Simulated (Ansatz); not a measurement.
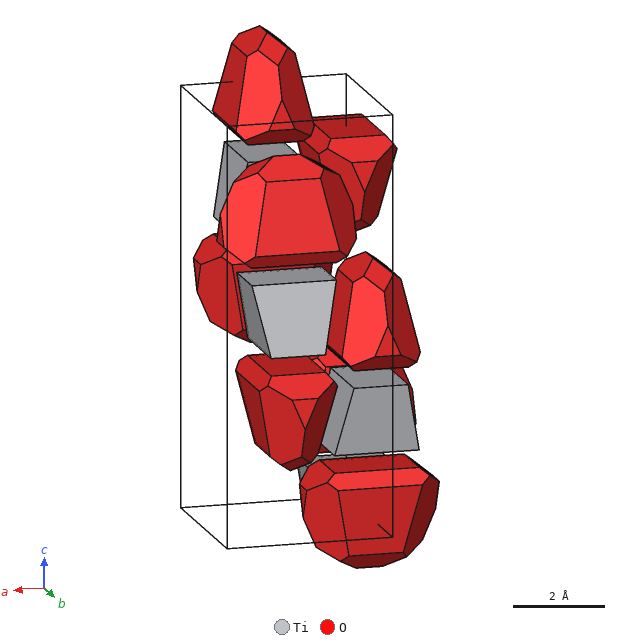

Computed Voronoi cells of the atoms in the unit cell of TiO₂ (space group I4_1/amd (No. 141), a = 3.778 Å, b = 3.778 Å, c = 9.583 Å, α = 90.00°, β = 90.00°, γ = 90.00°), coloured by the element inside, shrunk a little to part them. Source: a calculation's input that goes back to an entry of the Crystallography Open Database (an earlier step may have relaxed or displaced it).

```
site  Wyckoff       x       y       z
  Ti       4a  0.0000  0.0000  0.0000
   O       8e  0.0000  0.0000  0.2073
```

> What share of the volume falls to each element, and how large are the cells?

O: 13.3 Å³ per atom, 78 % of the volume; Ti: 7.6 Å³ per atom, 22 % of the volume. The partition uses no radii, so it reflects positions alone and not ionic sizes.

> What shape is the cell of Ti?

Topologically a cube (six four-edged faces); index ⟨0,6,0,0⟩, 6 faces.
